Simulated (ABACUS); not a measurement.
# Run report: W, band-structure run (part 2 of 2)

Continued. System: W (Im-3m, 1 atom in the cell). Method: Kohn-Sham DFT of a periodic cell, LDA-PW92, PseudoDojo NC SR 0.4.1 LDA stringent, no spin polarisation (ABACUS 3.10.1); cutoff 1687.11 eV, 10×10×10 k-mesh, fermi-dirac of 0.05 eV. The structure derives from an entry of the Crystallography Open Database.

Geometry of the input (Å; fractional positions):
```
-1.5823  1.5823  1.5823
1.5823  -1.5823  1.5823
1.5823  1.5823  -1.5823
W  0.0000  0.0000  0.0000
```

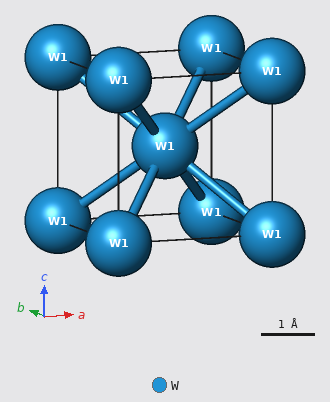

*The structure (ball-and-stick view of the cell 2 times as large as that of the calculation, set on its symmetry axes, seen slightly off an axis; atoms are numbered from 1 in the order of the input).*

What the program printed, continued:
```
----------------------------------------------------------
 E_KohnSham     -683.4185140032      -9298.3859091360
 E_Harris       -682.7512514787      -9289.3073367409
 E_Fermi        2.0811137948         28.3150057954
----------------------------------------------------------

 PW ALGORITHM --------------- ION=   1  ELEC=   3--------------------------------

 Density error is 9.53686743408e-05
                          Error Threshold = 5.91425975917e-06
----------------------------------------------------------
     Energy           Rydberg                 eV
----------------------------------------------------------
 E_KohnSham     -683.4188165493      -9298.3900254874
 E_Harris       -683.5325317590      -9299.9372002886
 E_Fermi        2.0844396844         28.3602568445
----------------------------------------------------------

 PW ALGORITHM --------------- ION=   1  ELEC=   4--------------------------------

 Density error is 7.72203862249e-07
                          Error Threshold = 3.4060240836e-07
----------------------------------------------------------
     Energy           Rydberg                 eV
----------------------------------------------------------
 E_KohnSham     -683.4188240780      -9298.3901279197
 E_Harris       -683.4174634656      -9298.3716158390
 E_Fermi        2.0832266249         28.3437523236
----------------------------------------------------------

 PW ALGORITHM --------------- ION=   1  ELEC=   5--------------------------------

 Density error is 1.41113050952e-08
                          Error Threshold = 2.7578709366e-09
----------------------------------------------------------
     Energy           Rydberg                 eV
----------------------------------------------------------
 E_KohnSham     -683.4188242549      -9298.3901303273
 E_Harris       -683.4183423670      -9298.3835739061
 E_Fermi        2.0832933144         28.3446596805
----------------------------------------------------------

 PW ALGORITHM --------------- ION=   1  ELEC=   6--------------------------------

 Density error is 4.98917041647e-10
                          Error Threshold = 5.03975181971e-11
----------------------------------------------------------
     Energy           Rydberg                 eV
----------------------------------------------------------
 E_KohnSham     -683.4188242576      -9298.3901303642
 E_KS(sigma->0) -683.4186670832      -9298.3879918968
 E_Harris       -683.4189121075      -9298.3913256231
 E_band         -0.2246970596        -3.0571603350
 E_one_elec     -292.8505523104      -3984.4361738684
 E_Hartree      182.6866622376       2485.5795550332
 E_xc           -96.1694282934       -1308.4521981925
 E_Ewald        -477.0851915427      -6491.0770364017
 E_entropy(-TS) -0.0003143488        -0.0042769348
 E_descf        0.0000000000         0.0000000000
 E_exx          0.0000000000         0.0000000000
 E_Fermi        2.0832860094         28.3445602914
----------------------------------------------------------

 charge density convergence is achieved
 final etot is -9298.3901304 eV
 EFERMI = 28.344560291 eV

 STATE ENERGY(eV) AND OCCUPATIONS    NSPIN == 1
 1/12 kpoint (Cartesian) = 0.0000 0.0000 0.0000 (2491 pws)
       1       -45.9924     0.00200000
       2       -9.52890     0.00200000
       3       -9.52890     0.00200000
       4       -9.52890     0.00200000
       5     0.00450817     0.00200000
       6     0.00450817     0.00200000
       7     0.00450817     0.00200000
       8     0.00746648     0.00200000
       9     0.00746648     0.00200000
      10     0.00746648     0.00200000
      11       0.122086     0.00200000
      12        18.6314     0.00200000
      13        26.9558     0.00200000
      14        26.9558     0.00200000
      15        26.9558     0.00200000
      16        30.3981    2.91012e-21
      17        30.3981    2.91012e-21
      18        42.8478        0.00000
      19        42.8478        0.00000
      20        42.8478        0.00000
      21        55.1424        0.00000
      22        55.1424        0.00000
      23        57.5454        0.00000
      24        57.5454        0.00000

 2/12 kpoint (Cartesian) = 0.031599 -0.031599 0.0000 (2495 pws)
       1       -45.9797      0.0240000
       2       -9.66134      0.0240000
       3       -9.57026      0.0240000
       4       -9.52957      0.0240000
       5     0.00398083      0.0240000
       6     0.00483633      0.0240000
       7     0.00626334      0.0240000
       8     0.00745902      0.0240000
       9     0.00768672      0.0240000
      10     0.00817810      0.0240000
      11       0.117707      0.0240000
      12        19.1086      0.0240000
      13        26.6771      0.0240000
      14        26.8800      0.0240000
      15        27.4231      0.0240000
      16        30.0064    8.81775e-17
      17        30.4083    2.84712e-20
      18        43.2221        0.00000
      19        43.6472        0.00000
      20        43.9347        0.00000
      21        52.0055        0.00000
      22        53.2590        0.00000
      23        57.0583        0.00000
      24        57.8343        0.00000

 3/12 kpoint (Cartesian) = 0.063197 -0.063197 0.0000 (2495 pws)
       1       -45.9463      0.0240000
       2       -9.99793      0.0240000
       3       -9.67740      0.0240000
       4       -9.53137      0.0240000
       5    -0.00468214      0.0240000
       6     0.00134677      0.0240000
       7     0.00277075      0.0240000
       8      0.0126360      0.0240000
       9      0.0152139      0.0240000
      10      0.0178035      0.0240000
      11       0.107198      0.0240000
      12        20.3462      0.0240000
      13        26.0220      0.0240000
      14        26.5237      0.0240000
      15        28.7726    4.59370e-06
      16        29.6860    5.35397e-14
      17        30.4959    4.94333e-21
      18        43.5440        0.00000
      19        45.3856        0.00000
      20        45.8468        0.00000
      21        49.7557        0.00000
      22        51.0481        0.00000
      23        54.6552        0.00000
      24        57.7534        0.00000

 4/12 kpoint (Cartesian) = 0.094796 -0.094796 0.0000 (2481 pws)
       1       -45.9048      0.0240000
       2       -10.3956      0.0240000
       3       -9.80757      0.0240000
       4       -9.53372      0.0240000
       5     -0.0149813      0.0240000
       6    -0.00345451      0.0240000
       7    -0.00225644      0.0240000
       8      0.0192937      0.0240000
       9      0.0248632      0.0240000
      10      0.0301727      0.0240000
      11      0.0960742      0.0240000
      12        21.6099      0.0240000
      13        25.3226      0.0240000
      14        26.4958      0.0240000
      15        30.0036    9.32298e-17
      16        30.7398    3.76040e-23
      17        30.8243    6.94565e-24
      18        42.2014        0.00000
      19        43.4152        0.00000
      20        49.0429        0.00000
      21        50.5781        0.00000
      22        50.9521        0.00000
      23        52.5731        0.00000
      24        54.5917        0.00000

 5/12 kpoint (Cartesian) = 0.12639 -0.12639 0.0000 (2499 pws)
       1       -45.8710      0.0240000
       2       -10.7041      0.0240000
       3       -9.91111      0.0240000
       4       -9.53572      0.0240000
       5     -0.0230272      0.0240000
       6    -0.00735433      0.0240000
       7    -0.00689331      0.0240000
       8      0.0247362      0.0240000
       9      0.0327218      0.0240000
      10      0.0405387      0.0240000
      11      0.0885019      0.0240000
      12        21.9888      0.0240000
      13        24.8217      0.0240000
      14        27.8120      0.0239994
      15        30.3858    4.47120e-20
      16        31.0822    3.99253e-26
      17        33.1167    8.50576e-44
      18        40.5080        0.00000
      19        40.5498        0.00000
      20        46.7439        0.00000
      21        51.4498        0.00000
      22        52.7377        0.00000
      23        54.3929        0.00000
      24        54.9368        0.00000

 6/12 kpoint (Cartesian) = 0.15799 0.15799 0.31599 (2486 pws)
       1       -45.8581      0.0120000
       2       -10.8191      0.0120000
       3       -9.95026      0.0120000
       4       -9.53651      0.0120000
       5     -0.0260412      0.0120000
       6    -0.00884219      0.0120000
       7    -0.00879031      0.0120000
       8      0.0268234      0.0120000
       9      0.0357361      0.0120000
      10      0.0445839      0.0120000
      11      0.0859264      0.0120000
      12        21.9620      0.0120000
      13        24.6426      0.0120000
      14        29.0332    1.25329e-08
      15        30.2943    1.39268e-19
      16        31.2619    5.48883e-28
      17        34.3411    9.85923e-55
      18        39.2182        0.00000
      19        39.8111        0.00000
      20        44.9743        0.00000
      21        50.3341        0.00000
      22        55.2021        0.00000
      23        55.7470        0.00000
      24        58.8892        0.00000

[... levels at 6 further k points ...]

------------------------------------------------------------------------------------------
 TOTAL-FORCE (eV/Angstrom)
------------------------------------------------------------------------------------------
                        W1         0.0000000000         0.0000000000         0.0000000000
------------------------------------------------------------------------------------------

----------------------------------------------------------------
 TOTAL-STRESS (KBAR)
----------------------------------------------------------------
       -84.4458997367        -0.0000000000        -0.0000000000
        -0.0000000000       -84.4458997367         0.0000000000
         0.0000000000         0.0000000000       -84.4458997367
----------------------------------------------------------------
 TOTAL-PRESSURE: -84.445900 KBAR

 --------------------------------------------
 !FINAL_ETOT_IS -9298.3901303642469429 eV
 --------------------------------------------
```

Standard output:
```
ABACUS v3.10.1

               Atomic-orbital Based Ab-initio Computation at UStc

 dft_functional readin is: LDA_X+LDA_C_PW
 dft_functional in pseudopot file is: SLAPWNOGXNOGC
 Please make sure this is what you need

%%%%%%%%%%%%%%%%%%%%%%%%%%%%%%%%%%%%%%%%%%%%%%%%%%%%%%%%%%%%%%%%%%%%%%%%%%%%%%%%%%%%%%%%%%%%%%%%%%%%%%%%%
 Warning: the number of valence electrons in pseudopotential > 6 for W: [Xe] 4f14 5d4 6s2
 Pseudopotentials with additional electrons can yield (more) accurate outcomes, but may be less efficient.
 If you're confident that your chosen pseudopotential is appropriate, you can safely ignore this warning.
%%%%%%%%%%%%%%%%%%%%%%%%%%%%%%%%%%%%%%%%%%%%%%%%%%%%%%%%%%%%%%%%%%%%%%%%%%%%%%%%%%%%%%%%%%%%%%%%%%%%%%%%%

 UNIFORM GRID DIM        : 40 * 40 * 40
 UNIFORM GRID DIM(BIG)   : 40 * 40 * 40
func,idLDA_X 1
func,idLDA_C_PW 12
 ---------------------------------------------------------
 Self-consistent calculations for electrons
 ---------------------------------------------------------
 SPIN    KPOINTS         PROCESSORS  THREADS
 1       47              4           4
 ---------------------------------------------------------
 Use plane wave basis
 ---------------------------------------------------------
 ELEMENT NATOM       XC
 W       1
 ---------------------------------------------------------
 Initial plane wave basis and FFT box
 ---------------------------------------------------------
 -------------------------------------------
 SELF-CONSISTENT :
 -------------------------------------------
 START CHARGE      : atomic
 ITER       ETOT/eV          EDIFF/eV         DRHO     TIME/s
 DA1     -9.29827831e+03   0.00000000e+00   4.0191e-02   4.63
 DA2     -9.29838591e+03  -1.07599532e-01   1.6560e-03   2.36
 DA3     -9.29839003e+03  -4.11635136e-03   9.5369e-05   2.59
 DA4     -9.29839013e+03  -1.02432364e-04   7.7220e-07   2.08
 DA5     -9.29839013e+03  -2.40753807e-06   1.4111e-08   2.84
 DA6     -9.29839013e+03  -3.69728922e-08   4.9892e-10   2.68
----------------------------------------------------------------
 TOTAL-STRESS (KBAR)
----------------------------------------------------------------
       -84.4458997367        -0.0000000000        -0.0000000000
        -0.0000000000       -84.4458997367         0.0000000000
         0.0000000000         0.0000000000       -84.4458997367
----------------------------------------------------------------
 TOTAL-PRESSURE: -84.445900 KBAR
```
